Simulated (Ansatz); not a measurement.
**Single-point calculation, with input and output: BaTiO₃ (part 2 of 2)**

The same run, continued: BaTiO₃ (slab, 15 atoms in the cell); DFT PBEsol, scalar-relativistic, plane waves, PAW, no spin polarisation (Ansatz 0.2.0); cutoff 420 eV, 7×7×1 k-mesh, Gaussian smearing of 0.05 eV. The structure derives from an entry of the Crystallography Open Database. It belongs to a series of runs on one base structure; here: (1 0 0) slab cut from the bulk.

Output, continued:
```
  k-point 0: bands = ["-53.5225", "-53.5105", "-53.4452", "-30.0316", "-29.9037", "-29.8544", "-29.8544", "-29.8263", "-29.8263", "-29.7771", "-29.7524", "-29.7524", "-23.0031", "-21.8352", "-21.5336", "-14.4504", "-14.2118", "-13.6479", "-13.6011", "-13.4292", "-13.3509", "-13.2154", "-12.7566", "-12.5961", "-8.2329", "-7.9496", "-7.9496", "-7.0150", "-7.0150", "-6.8981", "-6.7340", "-6.7340", "-6.4684", "-1.0445", "-0.1790", "-0.0809", "-0.0809", "0.2591", "0.2591", "0.5991", "0.7602", "0.7862", "0.7862", "0.9648", "0.9648", "1.0924", "1.1790", "1.3774", "1.3774", "1.5683", "1.6013", "1.6013", "2.0860", "2.1508", "2.1508", "2.1763", "2.4525", "2.4525", "2.9300", "2.9300", "4.4991", "4.5791", "4.7281", "4.7281", "4.9716", "5.1308", "5.3964", "5.3964", "6.0560", "6.0560", "6.1805", "6.8039", "6.8048", "6.8537", "6.8740"]
  k-point 1: bands = ["-53.5223", "-53.5103", "-53.4450", "-30.0311", "-29.9030", "-29.8655", "-29.8539", "-29.8378", "-29.8258", "-29.7765", "-29.7624", "-29.7520", "-22.9871", "-21.8134", "-21.5124", "-14.3735", "-14.1810", "-13.6480", "-13.5852", "-13.4098", "-13.3632", "-13.1898", "-12.7322", "-12.6570", "-8.2466", "-7.9206", "-7.9202", "-6.9955", "-6.9765", "-6.9327", "-6.7010", "-6.6925", "-6.5075", "-1.0941", "-0.3703", "-0.1560", "-0.0754", "-0.0455", "0.0237", "0.2364", "0.4286", "0.6442", "0.6634", "0.7433", "0.8119", "1.1337", "1.1903", "1.2657", "1.3542", "1.4482", "1.5553", "1.7820", "1.8176", "1.9319", "2.0237", "2.1295", "2.2914", "2.3397", "2.6129", "2.6478", "4.7385", "4.9096", "4.9708", "5.0507", "5.3007", "5.3856", "5.4107", "5.5112", "6.0630", "6.0829", "6.2548", "6.9812", "7.1451", "7.2066", "7.2367"]
  k-point 2: bands = ["-53.5219", "-53.5099", "-53.4445", "-30.0300", "-29.9016", "-29.8905", "-29.8637", "-29.8529", "-29.8247", "-29.7846", "-29.7750", "-29.7511", "-22.9507", "-21.7636", "-21.4638", "-14.2731", "-14.1419", "-13.6455", "-13.5155", "-13.4079", "-13.3376", "-13.0865", "-12.7846", "-12.6432", "-8.2591", "-7.8724", "-7.8525", "-7.0044", "-6.9445", "-6.8868", "-6.6448", "-6.5950", "-6.5795", "-1.2117", "-0.9282", "-0.7483", "-0.6935", "-0.3443", "-0.1536", "-0.0594", "-0.0341", "0.1089", "0.2755", "0.5409", "0.5433", "0.7773", "0.8366", "1.0859", "1.2380", "1.3640", "1.4377", "1.5481", "1.6233", "1.8554", "1.9558", "1.9782", "2.2190", "2.3077", "2.3477", "2.3753", "4.7811", "5.4237", "5.6721", "5.7233", "5.7348", "5.8026", "5.9390", "6.0720", "6.1310", "6.2734", "6.3634", "7.3104", "7.5436", "7.5738", "7.9415"]
  k-point 9: bands = ["-53.5208", "-53.5086", "-53.4432", "-30.0269", "-29.9070", "-29.9069", "-29.8979", "-29.8807", "-29.8805", "-29.7998", "-29.7997", "-29.7711", "-22.8568", "-21.6421", "-21.3428", "-13.7796", "-13.5426", "-13.4690", "-13.3742", "-13.2824", "-13.2671", "-12.6996", "-12.5652", "-12.5344", "-8.5037", "-8.4772", "-8.3879", "-7.5745", "-7.5043", "-7.4281", "-7.1377", "-7.0575", "-6.7547", "-1.7209", "-1.6194", "-1.2487", "-1.1435", "-1.1202", "-1.0815", "-0.8874", "-0.6816", "-0.4319", "-0.0885", "-0.0016", "0.0158", "0.2115", "0.2460", "0.3447", "0.7268", "0.7399", "1.3870", "1.8815", "1.9927", "2.2487", "2.3407", "2.3736", "2.4718", "2.5557", "2.5913", "3.5021", "6.3326", "6.3879", "6.5609", "6.6074", "6.7049", "6.7417", "6.8456", "6.8509", "6.8596", "7.1969", "7.4931", "7.7418", "8.5484", "8.6426", "9.2061"]
```

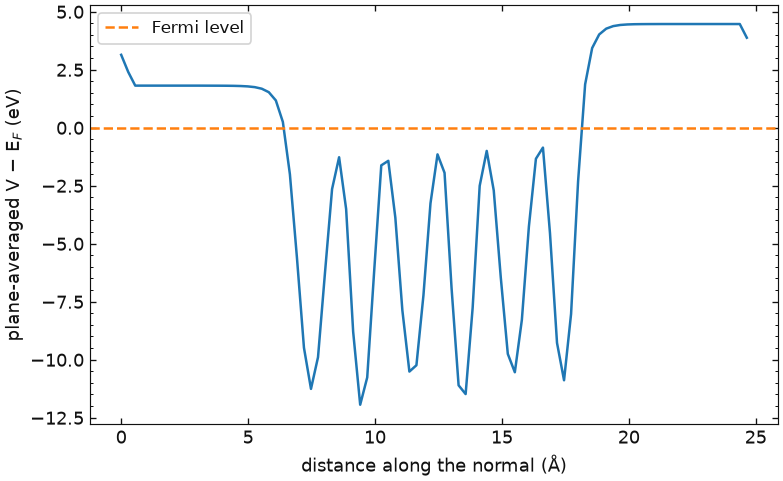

Plane average of the electrostatic potential energy of an electron across the cell, from the Fermi level. The vacuum level lies 4.47 eV above the Fermi level on the upper side and 1.81 eV on the lower.

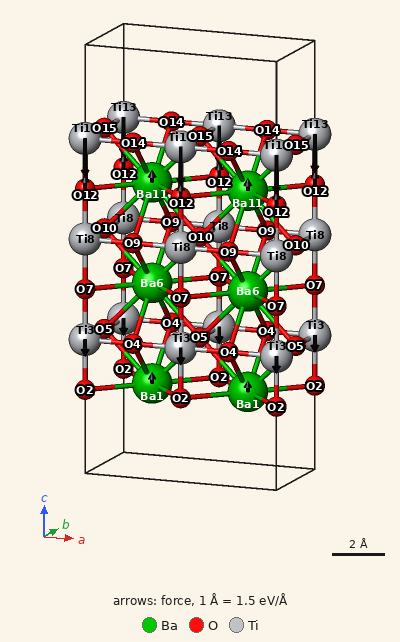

Forces on the atoms as black arrows (ball-and-stick view of the 2 × 1 repeat of the cell, with the vacuum cut short, seen slightly off an axis; atoms are numbered from 1 in the order of the input); the smallest are left out. The largest act on Ti13 (2.35 eV/Å); Ti3 (1.06 eV/Å); O12 (0.86 eV/Å); Ba11 (0.77 eV/Å). The geometry is not a stationary point of this energy.

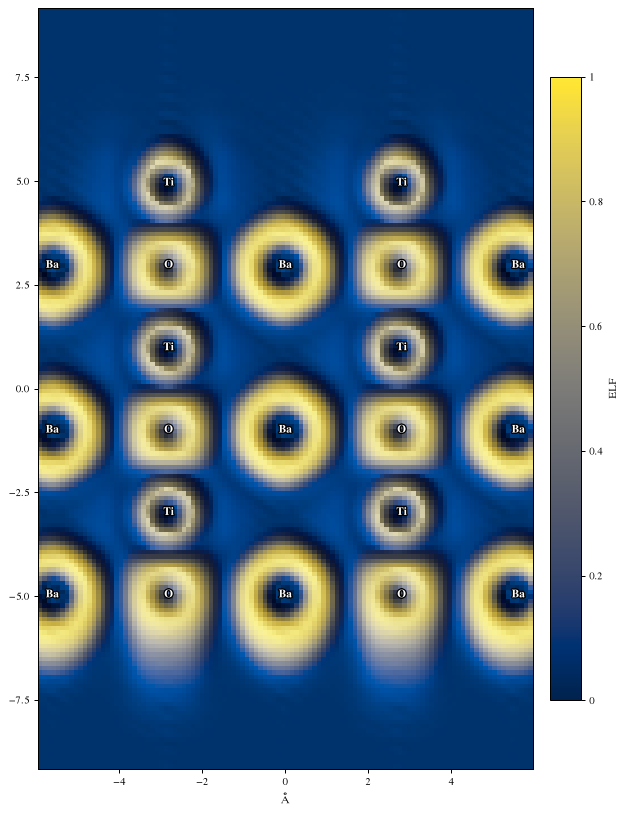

Electron localisation function on the (110) plane of the calculation cell, a cut from vacuum to vacuum. Atoms in the plane: Ba, O and Ti. Ti–O (1.98 Å): the ELF is about 0.25 at the midpoint. Ba–O (2.81 Å): the ELF is about 0.15 at the midpoint (ionic bonding with no shared pair). The strong features right at Ba and Ti lie inside the PAW spheres (semicore, d or f shells) and say nothing about bonding. The fields are those of the smooth PAW valence density.

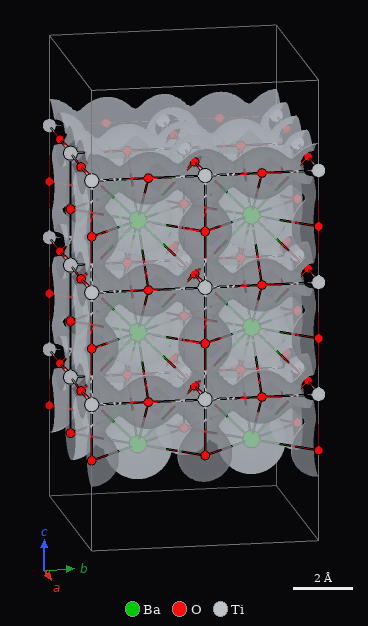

Isosurface of the valence pseudo-density at 0.4 e/Å³ (grey), seen slightly off an axis. Sticks mark near contacts. At this value the density is joined into sheets; it holds about 80 % of the electrons treated as valence (semicore included). It is pinched off along the Ba–O (2.81 Å) contacts. On the grid the lowest density along these lines, outside the cores, is 0.68 e/Å³ (Ti–O, 1.98 Å) and 0.18 e/Å³ (Ba–O, 2.81 Å).

The run was set up as follows.

The input:
```yaml
crystal:
  lattice:
    - [3.9698693943, 0.0, 0.0]
    - [0.0, 3.9698693943, 0.0]
    - [0.0, 0.0, 24.9246734857]
  atoms:
    - { symbol: Ba, position: [0.5, 0.5, 0.30090665] }
    - { symbol: O, position: [0.0, 0.0, 0.30090665] }
    - { symbol: Ti, position: [0.0, 0.0, 0.38054399] }
    - { symbol: O, position: [0.5, 0.0, 0.38054399] }
    - { symbol: O, position: [0.0, 0.5, 0.38054399] }
    - { symbol: Ba, position: [0.5, 0.5, 0.46018133] }
    - { symbol: O, position: [0.0, 0.0, 0.46018133] }
    - { symbol: Ti, position: [0.0, 0.0, 0.53981867] }
    - { symbol: O, position: [0.5, 0.0, 0.53981867] }
    - { symbol: O, position: [0.0, 0.5, 0.53981867] }
    - { symbol: Ba, position: [0.5, 0.5, 0.61945601] }
    - { symbol: O, position: [0.0, 0.0, 0.61945601] }
    - { symbol: Ti, position: [0.0, 0.0, 0.69909335] }
    - { symbol: O, position: [0.5, 0.0, 0.69909335] }
    - { symbol: O, position: [0.0, 0.5, 0.69909335] }
basis:
  ecutwfc: 420
kpoints:
  mp_grid: { grid: [7, 7, 1] }
hamiltonian:
  xc: pbesol
scf:
  occupations: { method: gaussian, width: 0.05 }
output:
  forces: true
  stress: true
  eigenvalues: true
  write_density: true
  write_potential: true
  elf: true
  volumetric_format: npy
efield:
  axis: 3
  dipole_correction: true
  ramp_width: 0.04
```

Launch command:
```bash
ansatz run input.yaml --threads 2 --pin off --max-ram 5120MiB --backend cpu --events-out ev --progress --plain --runs-dir out
```

Results in brief:

```csv
quantity,value
outcome,converged
electrons treated,120
free energy,−30080.0089 eV
"work function, top face",4.47 eV
"work function, bottom face",1.81 eV
Fermi energy,4.002 eV
gap on the k-point mesh,1.00 eV
work function (upper face),4.47 eV
largest force (length of the vector),2.346 eV/Å
hardware,"2 threads of Arm Neoverse V1, 24 GiB of memory available, shared host"
wall time,34 s (CPU time 65 s)
peak memory,0.8 GiB
```

The program warns: the exchange-correlation potential is rough where the density is thin.
